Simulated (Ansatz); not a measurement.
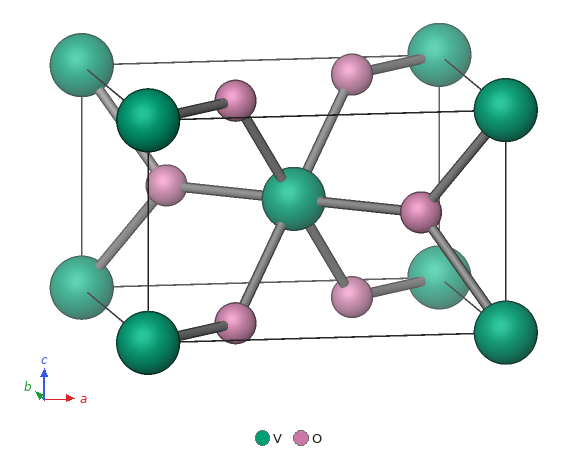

Drawn in the ball-and-stick manner and seen slightly off an axis. Thin lines show the conventional unit cell, with boundary atoms drawn in all their periodic places. Cell: a = 4.58 Å, b = 4.58 Å, c = 2.84 Å, α = 90.00°, β = 90.00°, γ = 90.00°.

Its origin is an entry, possibly a prediction, of the Crystallography Open Database. Earlier steps of the study may have refined or changed the cell and positions. It was the input of a calculation with Ansatz.

**In words:**

This is VO2. The symmetry is that of P4_2/mnm (No. 136), on a primitive tetragonal lattice. Among the common structure types it is rutile. In the cell are 2 V, 4 O, which makes 2 formula units. Each V has six O in an octahedral arrangement at about 1.9 Å. Each O atom is coordinated by three V at about 1.9 Å. Not all metal-metal contacts are counted. The bonds build a three-dimensional framework.

The calculation used DFT PBEsol, scalar-relativistic, plane waves, PAW in Ansatz 0.2.0, with a 420 eV plane-wave basis, k-points about 0.18 Å⁻¹ apart, Gaussian smearing of 0.1 eV, collinear spins.

**Which atoms carry magnetic moments in this run, and how do they order?**

The state reached is ferromagnetic. Sizes: V 0.8 μB; net moment 2.0 μB in the run's cell of 6 atoms.

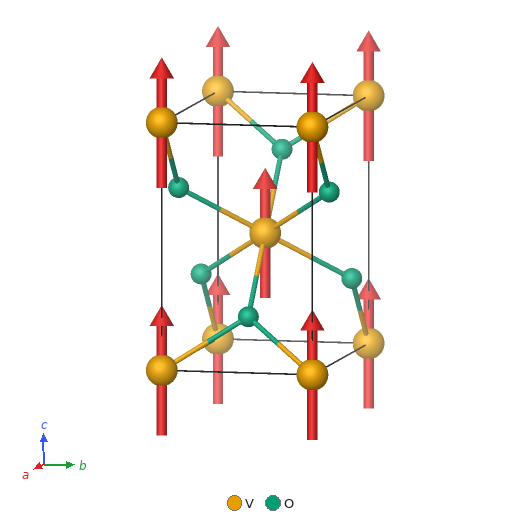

Site moments above 0.25 μB as arrows, small induced ones on non-metal atoms left out (red along the largest or up, blue against, purple across). The run's cell of 6 atoms is drawn, so axes and origin can differ from the first picture.

**What does the calculation say: metal or gapped?**

A metal: bands cross the Fermi level.

**State the Bader charges by element.**

V +2.09 e; O -1.05 e.

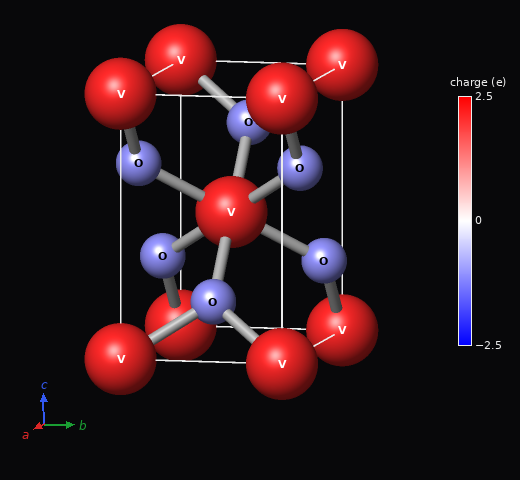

The atoms coloured by those charges. The run's cell of 6 atoms is drawn, so axes and origin can differ from the first picture.

**Are forces and stress small enough to call this relaxed?**

No. The largest force is 0.06 eV/Å, on O. The pressure is -8.0 GPa, so the cell would contract.
